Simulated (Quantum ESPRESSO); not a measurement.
TaS2: relaxation of cell and atoms (part 4 of 4)

TaS2 (3 atoms in the cell); Kohn-Sham DFT of a periodic cell, PBE with TS, PseudoDojo 0.4.1 SR PBE standard (Quantum ESPRESSO 7.5); cutoff 789.13 eV, 9×9×5 k-mesh, fermi-dirac of 0.05 eV. The structure derives from an entry of the Crystallography Open Database. The run did not end well.

Geometry of the input (Å; fractional positions):
```
3.3500  0.0000  0.0000
-1.6750  2.9012  0.0000
0.0000  0.0000  5.8600
Ta 0.0000  0.0000  0.0000
S  0.6667  0.3333  0.7500
S  0.3333  0.6667  0.2500
```

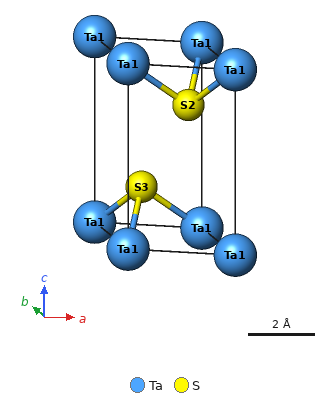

The structure (ball-and-stick view of the cell of the calculation, seen slightly off an axis; atoms are numbered from 1 in the order of the input).

Log, continued
```
   -58.8633 -25.4974 -25.3426 -25.2416  -3.1750  -2.8284   3.9369   4.8324
     6.0404   6.2080   7.1669   7.3016   9.8266  11.6847  12.7565  13.8621
    15.3925  16.0442  16.2864

          k =-0.2205 0.5092-0.1117 (  2862 PWs)   bands (ev):

   -58.8616 -25.4928 -25.3953 -25.2341  -2.9037  -2.7312   4.0542   4.9205
     5.6374   6.1740   6.3038   6.9900  10.8206  11.6084  12.5636  13.7545
    15.1854  16.0383  17.4453

          k =-0.2205 0.5092-0.2234 (  2869 PWs)   bands (ev):

   -58.8616 -25.4928 -25.3953 -25.2342  -2.9562  -2.6746   4.0511   4.7996
     5.7123   6.1258   6.4865   7.0478  10.5129  11.4849  12.5190  13.9064
    15.6921  16.4114  16.9911

     the Fermi energy is    10.0297 ev

!    total energy              =    -174.63307256 Ry
     estimated scf accuracy    <          2.9E-12 Ry
     smearing contrib. (-TS)   =      -0.00095737 Ry
     internal energy E=F+TS    =    -174.63211519 Ry

     The total energy is F=E-TS. E is the sum of the following terms:
     one-electron contribution =     -62.61559508 Ry
     hartree contribution      =      40.23525592 Ry
     xc contribution           =     -42.30238585 Ry
     ewald contribution        =    -109.89815558 Ry
     Dispersion Correction     =      -0.05123460 Ry

     convergence has been achieved in   6 iterations

     Forces acting on atoms (cartesian axes, Ry/au):

     atom    1 type  1   force =     0.00000000   -0.00000000   -0.00000000
     atom    2 type  2   force =     0.00000000    0.00000000   -0.00033885
     atom    3 type  2   force =    -0.00000000   -0.00000000    0.00033885

     Total force =     0.000479     Total SCF correction =     0.000004

     Computing stress (Cartesian axis) and pressure

          total   stress  (Ry/bohr**3)                   (kbar)     P=       -3.54
  -0.00007379   0.00000000   0.00000000          -10.85        0.00        0.00
   0.00000000  -0.00007379   0.00000000            0.00      -10.85        0.00
  -0.00000000  -0.00000000   0.00007537           -0.00       -0.00       11.09

     Energy error            =      1.8E-05 Ry
     Gradient error          =      3.4E-04 Ry/Bohr
     Cell gradient error     =      1.1E+01 kbar

     number of scf cycles    =  37
     number of bfgs steps    =   4

     enthalpy           old  =    -174.6330903752 Ry
     enthalpy           new  =    -174.6330725572 Ry

     CASE: enthalpy          _new > enthalpy          _old

     new trust radius        =       0.0000856916 bohr

     trust_radius < trust_radius_min

     resetting bfgs history

     new conv_thr            =            6.0E-12 Ry

     new unit-cell volume =    398.92877 a.u.^3 (    59.11514 Ang^3 )
     density =      6.88394 g/cm^3

CELL_PARAMETERS (alat=  6.33058252)
   1.005988767  -0.000000000  -0.000000000
  -0.502994383   0.871211828  -0.000000000
   0.000000000   0.000000000   1.794103286

ATOMIC_POSITIONS (alat)
Ta               0.0000000000       -0.0000000000       -0.0000000000
S                0.5029943834        0.2904039426        1.3368352723
S               -0.0000000000        0.5808078853        0.4572680137

     NEW-OLD atomic charge density approx. for the potential
     New effective cutoffs (rho, wfc):  228.35   57.30

     Self-consistent Calculation

     iteration #  1     ecut=    58.00 Ry     beta= 0.50
     Davidson diagonalization with overlap
```

What the run reported

| quantity | value |
| --- | --- |
| outcome | stopped at the time limit |
| space group (tolerance 0.01 Å) | P-3m1 (164) |
| wall time | 14 min |
| peak memory | 0.12 GiB |

Diagnosis

The run was cut off by its time limit, so the output is incomplete.
